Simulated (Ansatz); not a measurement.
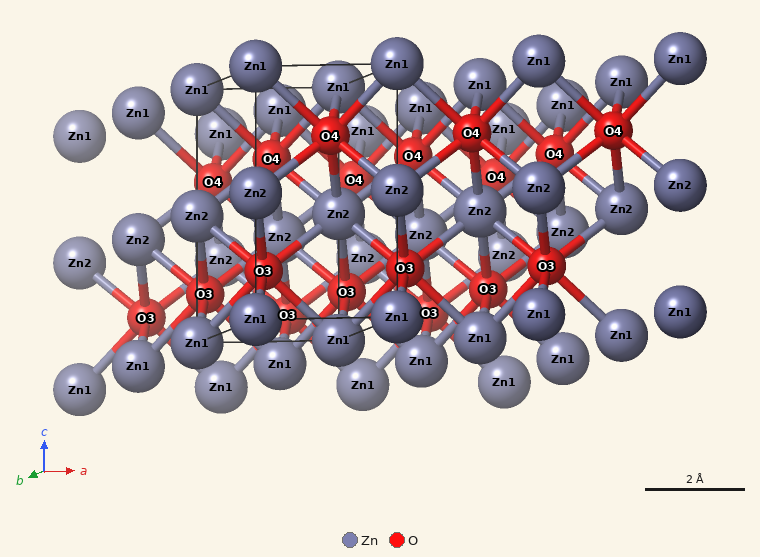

Figure 1. The structure (ball-and-stick view of the cell of the calculation, repeated 3 × 3 × 1, seen at an oblique angle; atoms are numbered from 1 in the order of the input). Near neighbours in the crystal (not all of them lie inside the picture): Zn has 6 O at 2.11 Å; O has 6 Zn at 2.11 Å.

# ZnO: a changed input and its effect

System: ZnO (P6₃/mmc, 4 atoms in the cell).
Method of run 1: DFT, r2SCAN, plane waves, PAW, no spin polarisation (Ansatz 0.2.0).

The structure was built on a prototype by a generator. The geometry comes from this level: r2SCAN (a point of a series of strains). Text and figures count atoms from 1; the logs count them from 0 in places.

Input file, run 1:
```yaml
crystal:
  lattice:
    - [2.8813033115, 0.0, 0.0]
    - [-1.4406516557, 2.4952818638, 0.0]
    - [0.0, 0.0, 5.2173572539]
  atoms:
    - { symbol: Zn, position: [0.0, 0.0, 0.0] }
    - { symbol: Zn, position: [0.0, 0.0, 0.5] }
    - { symbol: O, position: [0.3333333333, 0.6666666667, 0.25] }
    - { symbol: O, position: [0.6666666667, 0.3333333333, 0.75] }
kpoints:
  mp_grid: { grid: [12, 12, 6] }
  band_path:
    path:
      - [0.0, 0.0, 0.0]
      - [0.5, 0.0, 0.0]
      - [0.3333333333, 0.3333333333, 0.0]
      - [0.0, 0.0, 0.5]
      - [0.5, 0.0, 0.5]
      - [0.3333333333, 0.3333333333, 0.5]
    npoints: 1
hamiltonian:
  xc: r2scan
scf:
  occupations: { method: fixed }
  n_extra_bands: 5
output:
  forces: true
  stress: true
  eigenvalues: true
```

Hardware: 4 threads of an Arm (aarch64) CPU, shared host.

Output, shortened to warnings, some set-up lines, iterations and results (run 1):
```
Basis set: ecut = 500 eV, 931 PW (Γ), exchange–correlation on 96×96×160 points (64 copies of the dense FFT grid, shifted against one another)
Symmetry: 24 space group operations
k-points: 76 of 864
Initial density: superposition of atomic densities (neutral atoms: chi_scale 0, normalization atom), corrected by the library's trained network
[...]
SCF iter   1: F=—  HF=-7788.937743 eV  |F-HF|=—  |Δ(HF+E_count)|=         —  Δρ=2.43e-2  dr2=1.06e-1  dr2_τ=1.04e-1  ethr=1.77e-3  ⟨swp⟩=5.3  Hψ=7102  notcnv=0  defer=221
SCF iter   2: F=—  HF=-7788.970279 eV  |F-HF|=—  |Δ(HF+E_count)|=   3.25e-2  Δρ=4.50e-3  dr2=6.19e-3  dr2_τ=8.10e-4  ethr=2.94e-4  ⟨swp⟩=2.1  Hψ=3741  notcnv=0  defer=224
SCF iter   3: F=—  HF=-7788.966958 eV  |F-HF|=—  |Δ(HF+E_count)|=   3.32e-3  Δρ=5.04e-3  dr2=3.57e-3  dr2_τ=2.98e-4  ethr=1.72e-5  ⟨swp⟩=2.2  Hψ=3065  notcnv=0  defer=226
SCF iter   4: F=—  HF=-7788.967027 eV  |F-HF|=—  |Δ(HF+E_count)|=   6.86e-5  Δρ=2.24e-3  dr2=1.49e-3  dr2_τ=1.42e-4  ethr=9.90e-6  ⟨swp⟩=2.6  Hψ=3118  notcnv=0  defer=225
SCF iter   5: F=—  HF=-7788.966707 eV  |F-HF|=—  |Δ(HF+E_count)|=   3.20e-4  Δρ=1.71e-4  dr2=4.37e-6  dr2_τ=1.21e-6  ethr=4.15e-6  ⟨swp⟩=2.2  Hψ=2883  notcnv=0  defer=226
SCF iter   6: F=—  HF=-7788.966707 eV  |F-HF|=—  |Δ(HF+E_count)|=   1.92e-7  Δρ=4.59e-5  dr2=2.86e-7  dr2_τ=2.17e-8  ethr=1.21e-8  ⟨swp⟩=2.3  Hψ=2926  notcnv=0  defer=76
SCF iter   7: F=-7788.966707 eV  HF=-7788.966707 eV  |F-HF|=2.54e-10  |Δ(HF+E_count)|=   7.35e-8  Δρ=2.61e-6  dr2=1.07e-9  dr2_τ=1.61e-10  ethr=2.78e-10  ⟨swp⟩=8.9  Hψ=8724  …
SCF 1 converged in 7 iterations: F = -7788.966707 eV  dr2 = 1.07e-9
NSCF: frozen V_eff on 6 k-points
SCF converged after 7 iterations
Free energy (F): -7788.966707 eV
Harris-Foulkes:  -7788.966707 eV  (|F-HF|=2.54e-10)
Internal energy: -7788.966707 eV  (E = F + TS)
E sigma→0 (E₀):  -7788.966707 eV
Fermi energy:    10.509091 eV
--- Per-component energies (eV) ---
  E_band       = 162.330837
  E_kinetic    = 617.184836
  E_local      = -3389.382015  (includes V_loc(G=0)·N_el)
  E_nonlocal   = 1346.930884
  E_hartree    = 1401.547031
  E_xc         = -394.213259
  E_vxc        = -317.285125  (∫ρ·V_xc dr)
  E_paw        = -4033.401125  (= ΣΔE_a)
  E_vpaw       = -917.027271  (= ΣTr[D̂ρ^β])
  E_aug_tail   = 0.001949  (compensation charges beyond the density's cutoff)
  E_vtau       = 18.814753  (kinetic-family band-sum trace: ∫τ·v_τ [+ j·A + Jᵃ·Aᵃ] dr)
  E_ewald      = -3337.205889
  E_core_change = -0.429119  (= ΣΔE_core)
  E_smearing   = -0.000000  (= −TS)
  E_closure    = 0.000000  (closes the sum)
  Σ components = -7788.966707   (vs F -7788.966707, Δ=0.00e0)
--- Forces (eV/Å), atoms counted from 1 ---
  atom   1  Zn    -0.00000000    -0.00000000     0.00000000
  atom   2  Zn     0.00000000    -0.00000000     0.00000000
  atom   3  O      0.00000000     0.00000000     0.00000000
  atom   4  O     -0.00000000    -0.00000000    -0.00000000
  max |Σ_I F_I| component: 4.63e-17 eV/Å
--- Stress (GPa, compression-positive) ---
       13.367636      -0.000000      -0.000000
        0.000000      13.367636       0.000000
       -0.000000       0.000000      -0.003587
  P = ⅓ Tr σ = 8.9106 GPa (89.106 kbar)
```

The input of run 2 differs as follows (lines with − go, lines with + come):
```diff
-  xc: r2scan
+  xc: pbe
-  occupations: { method: fixed }
+  occupations: { method: fermi_dirac, width: 0.02 }
```

Predict how the results change.

The total energies belong to different methods, so their difference says nothing on which is more stable or more accurate. The gap on the mesh goes from 1.46 to 0.84 eV. The pressure goes from 8.91 to 17.24 GPa. The functional changes from r2SCAN to PBE. The SCF takes 6 iterations against 7. The default cutoff goes from 500 to 420 eV with the change. The plane waves at Γ go from 931 to 725.

Output, shortened to warnings, some set-up lines, iterations and results (run 2):
```
Basis set: ecut = 420 eV, 725 PW (Γ), exchange–correlation on 40×40×72 points (8 copies of the dense FFT grid, shifted against one another)
Symmetry: 24 space group operations
k-points: 76 of 864
Initial density: superposition of atomic densities (neutral atoms: chi_scale 0, normalization atom), corrected by the library's trained network
[...]
SCF iter   1: F=—  HF=-7772.539981 eV  |F-HF|=—  |Δ(HF+E_count)|=         —  Δρ=2.35e-3  dr2=1.10e-3  ethr=1.77e-3  ⟨swp⟩=5.6  Hψ=7939  notcnv=0
SCF iter   2: F=—  HF=-7772.540992 eV  |F-HF|=—  |Δ(HF+E_count)|=   1.01e-3  Δρ=9.46e-4  dr2=1.26e-4  ethr=3.06e-6  ⟨swp⟩=2.1  Hψ=3966  notcnv=0  defer=58
SCF iter   3: F=—  HF=-7772.540974 eV  |F-HF|=—  |Δ(HF+E_count)|=   1.82e-5  Δρ=5.13e-4  dr2=6.14e-5  ethr=3.51e-7  ⟨swp⟩=2.0  Hψ=2894  notcnv=0  defer=58
SCF iter   4: F=—  HF=-7772.540936 eV  |F-HF|=—  |Δ(HF+E_count)|=   3.76e-5  Δρ=2.08e-4  dr2=7.26e-6  ethr=1.70e-7  ⟨swp⟩=2.2  Hψ=2816  notcnv=0  defer=58
SCF iter   5: F=—  HF=-7772.540941 eV  |F-HF|=—  |Δ(HF+E_count)|=   4.43e-6  Δρ=5.58e-5  dr2=4.62e-7  ethr=2.02e-8  ⟨swp⟩=2.5  Hψ=3096  notcnv=0  defer=58
SCF iter   6: F=-7772.540941 eV  HF=-7772.540941 eV  |F-HF|=1.40e-8  |Δ(HF+E_count)|=   3.85e-7  Δρ=9.07e-6  dr2=1.89e-8  ethr=2.78e-10  ⟨swp⟩=7.1  Hψ=8454  notcnv=0
SCF 1 converged in 6 iterations: F = -7772.540941 eV  dr2 = 1.89e-8
NSCF: frozen V_eff on 6 k-points
SCF converged after 6 iterations
Free energy (F): -7772.540941 eV
Harris-Foulkes:  -7772.540941 eV  (|F-HF|=1.40e-8)
Internal energy: -7772.540941 eV  (E = F + TS)
E sigma→0 (E₀):  -7772.540941 eV
Fermi energy:    11.325351 eV
--- Per-component energies (eV) ---
  E_band       = 181.716560
  E_kinetic    = 616.378774
  E_local      = -3374.715465  (includes V_loc(G=0)·N_el)
  E_nonlocal   = 1339.427190
  E_hartree    = 1389.351858
  E_xc         = -421.505641
  E_vxc        = -292.195738  (∫ρ·V_xc dr)
  E_paw        = -3984.275865  (= ΣΔE_a)
  E_vpaw       = -885.881437  (= ΣTr[D̂ρ^β])
  E_aug_tail   = 0.004096  (compensation charges beyond the density's cutoff)
  E_ewald      = -3337.205889
  E_smearing   = -0.000000  (= −TS)
  E_closure    = 0.000000  (closes the sum)
  Σ components = -7772.540941   (vs F -7772.540941, Δ=0.00e0)
--- Forces (eV/Å), atoms counted from 1 ---
  atom   1  Zn     0.00000000    -0.00000000     0.00000000
  atom   2  Zn     0.00000000    -0.00000000     0.00000000
  atom   3  O      0.00000000     0.00000000     0.00000000
  atom   4  O     -0.00000000    -0.00000000    -0.00000000
  max |Σ_I F_I| component: 1.85e-17 eV/Å
--- Stress (GPa, compression-positive) ---
       21.059538       0.000000      -0.000000
        0.000000      21.059538       0.000000
       -0.000000       0.000000       9.612178
  P = ⅓ Tr σ = 17.2438 GPa (172.438 kbar)
```

The two runs side by side:

| quantity | run 1 | run 2 |
| --- | --- | --- |
| outcome | converged | converged |
| free energy per atom (eV) | −1947.2417 | −1943.1352 |
| gap on the mesh (eV) | 1.46 | 0.84 |
| pressure (GPa) | 8.91 | 17.24 |
| largest force (eV/Å) | 0.000 | 0.000 |
| SCF iterations | 7 | 6 |
| irreducible k-points | 76 | 76 |
| plane waves at Γ | 931 | 725 |
| wall time (shared host) | 3 s | 1.3 s |
